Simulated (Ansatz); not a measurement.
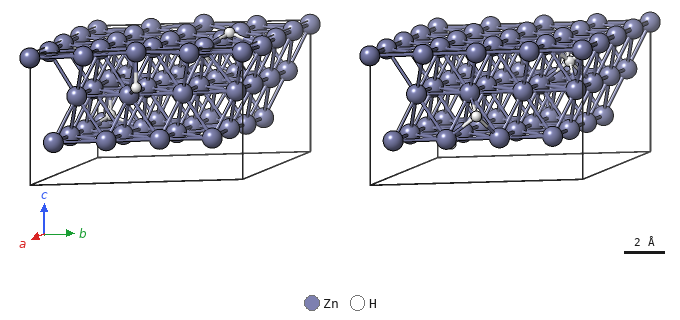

Two geometries of a defect cell of composition Zn16H, drawn at one scale. One is the start of a relaxation, the other its converged end. Style: ball-and-stick. Shown: the larger cell on standard axes (3 times the calculation's cell) (origin shifted), slightly off an axis.

Theory: Ansatz, DFT PBE, scalar-relativistic, plane waves, PAW. Set-up: plane-wave cutoff 420 eV; k-point mesh 4 × 4 × 4; occupations gaussian; smearing width 0.1 eV; mesh shifted by (0.5, 0.5, 0.5); no spin polarisation; atoms relaxed in a fixed cell; force threshold 0.02 eV/Å; at most 60 steps.

Question: Which of the two is the end point?

Answer: The left one is the relaxed one. Case: H interstitial, charge +0, atoms relaxed. The energy falls by 0.509 eV per cell of the calculation in 10 accepted moves (11 points after the start). The largest force component goes from 0.63 to 0.008 eV/Å. 1 step only repeated the SCF at the same geometry. The H atom moves most: 1.48 Å along +c. By element the largest moves are H 1.48 Å, Zn 0.20 Å. The cell stays as it was. Near-neighbour distances that change, for instance: H–Zn 3.285 → 1.849 Å, H–Zn 2.021 → 3.237 Å, H–Zn 2.048 → 3.237 Å, Zn–Zn 2.778 → 3.023 Å. Bond angles that change, for instance: Zn–H–Zn 94.5° → 109.9°.

Limits of the set-up: the periodic images lie only 6.8 Å apart, so the values are limited by the cell's size.
